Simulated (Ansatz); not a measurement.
System: Rh, space group Fd-3m (No. 227) (one of a set of cubic test structures, which need not be the stable phase).

One of the inputs:
```
crystal:
  lattice:
    - [0.0, 2.757155141215, 2.757155141215]
    - [2.757155141215, 0.0, 2.757155141215]
    - [2.757155141215, 2.757155141215, 0.0]
  atoms:
    - { symbol: Rh, position: [0, 0, 0] }
    - { symbol: Rh, position: [0.25, 0.25, 0.25] }
kpoints:
  mp_grid: { grid: [17, 17, 17] }
hamiltonian:
  xc: pbe
  pseudopotentials: { kind: paw }
scf:
  occupations: { method: fermi_dirac, width: 0.061225619053 }
output:
  forces: true
  stress: true
```

Launched with:
```bash
ansatz run input.yaml --threads 1
```

Method: equation of state of a cubic crystal from periodic Kohn-Sham density functional theory without spin, third-order Birch-Murnaghan fit to the free energies; pressure corrected for the finite basis (Ansatz 0.2.0 development build). Level: PBE.

- structure type: diamond
- atoms in cell: 2
- space group number: 227
- lattice centring: face-centred primitive
- k mesh: 17×17×17
- occupation method: Fermi–Dirac
- occupation width: 0.06123 eV
- wave cutoff: 420 eV
- datasets: soft-1 PAW
- density tolerance: 1e−07 eV
- bands: 21
- density cutoff ratio: 4
- search for lower states: default

Predict the energy above the lowest point and pressure against volume. The volume takes the values 19.70, 20.12, 20.54, 20.96, 21.38, 21.80, 22.22 Å³/atom.

A third-order Birch–Murnaghan fit gives V0 = 20.94 Å³/atom, B0 = 128 GPa and B′ = 5.1. The energy above the lowest point is 33.3 meV/atom at volume 19.70 Å³/atom and 27.5 meV/atom at 22.22 Å³/atom; the lowest computed point is at volume 20.96 Å³/atom (0.0 meV/atom). The pressure falls from 9.2 GPa at volume 19.70 Å³/atom to −6.5 GPa at 22.22 Å³/atom, and changes sign near 20.94 Å³/atom.

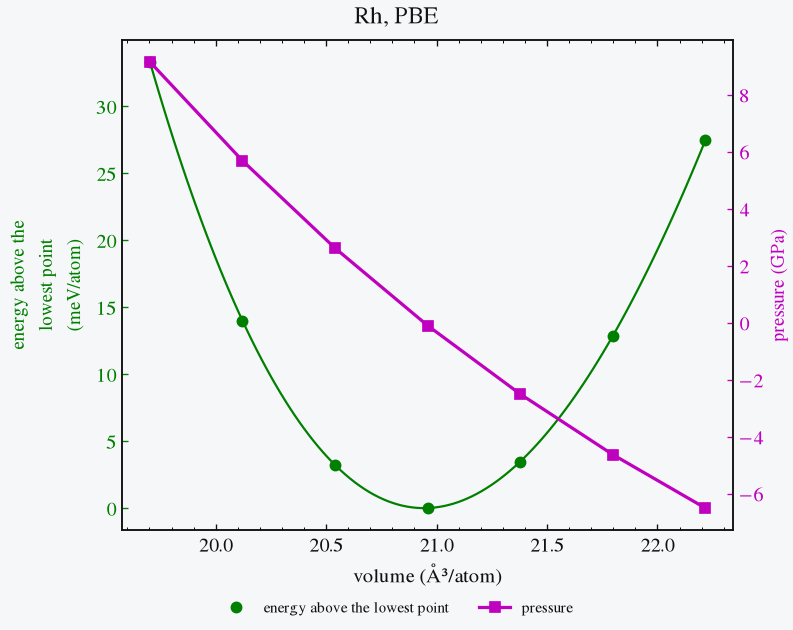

Keep in mind: cubic model structure, not the ambient form; modest k-mesh, values are not fully converged in k.
